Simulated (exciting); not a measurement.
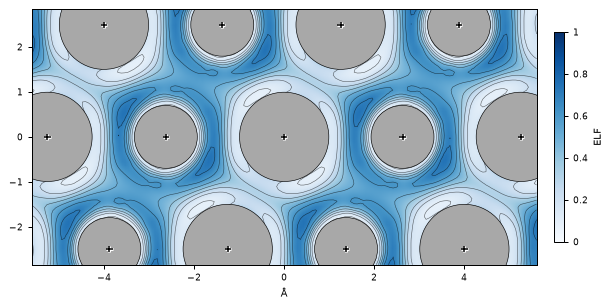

The electron localisation function on a plane through atoms (crosses mark nuclei in the plane; grey discs cover the cores).

Level of theory: Kohn-Sham DFT of a periodic cell, LDA, all-electron LAPW+lo, shipped species files (exciting sodium).

Candidates:
A. TiSi, a = 3.63 Å, b = 4.24 Å, c = 3.80 Å, α = 90.00°, β = 90.00°, γ = 90.00°. Space group Cmmm; a structure from a database of computed crystals, not necessarily the ambient phase.
B. MoSe, a = 3.50 Å, b = 3.50 Å, c = 3.50 Å, α = 90.00°, β = 90.00°, γ = 90.00°. Space group Pm-3m; a structure from a database of computed crystals, not necessarily the ambient phase; a generated structure, not necessarily the stable one.

Which candidate gave the map?

Answer. Candidate A: TiSi on the (111) plane of the conventional cell, which holds Ti and Si. Ti–Si (2.63 Å): the ELF peaks at about 0.70 in the valence shell of Si, 1.1 Å from its nucleus, and is about 0.40 at the midpoint. Ti–Ti (2.79 Å): the ELF is about 0.30 at the midpoint.
